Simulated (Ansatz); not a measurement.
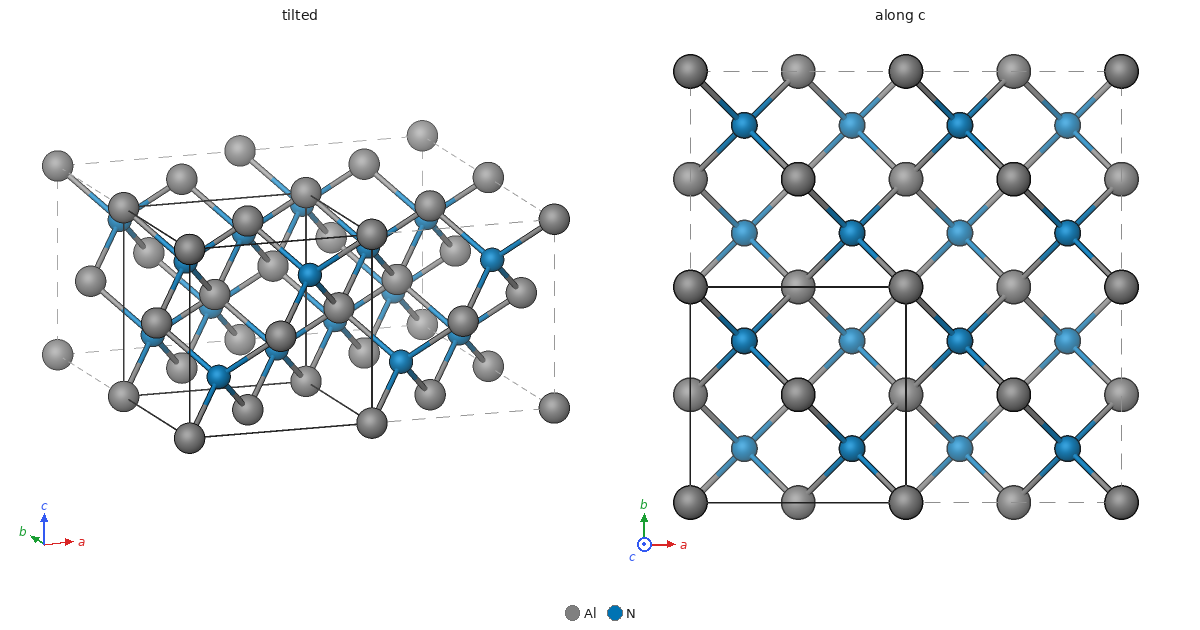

Figure: ball-and-stick view slightly off an axis and along the c axis. The conventional unit cell (solid box) is repeated to 2×2×1 cells.

AlN, space group F-43m (No. 216), a = 4.37 Å, b = 4.37 Å, c = 4.37 Å, α = 90.00°, β = 90.00°, γ = 90.00°.

Setup: DFT PBEsol, scalar-relativistic, plane waves, PAW (Ansatz); plane-wave cutoff 420 eV, k-points about 0.25 Å⁻¹ apart, Gaussian smearing of 0.05 eV, no spin polarisation.

### What does the calculation say: metal or gapped?

An insulator at this level, with a gap of 3.20 eV on the k-mesh (the true edges may lie between mesh points, so the gap can be somewhat smaller).

### What is the pressure at this volume?

The computed pressure is 1.3 GPa (compressed: it would expand).

The initial geometry was a structure listed in the Materials Project. Earlier steps of the study may have refined or changed the cell and positions. It went into a calculation with Ansatz.
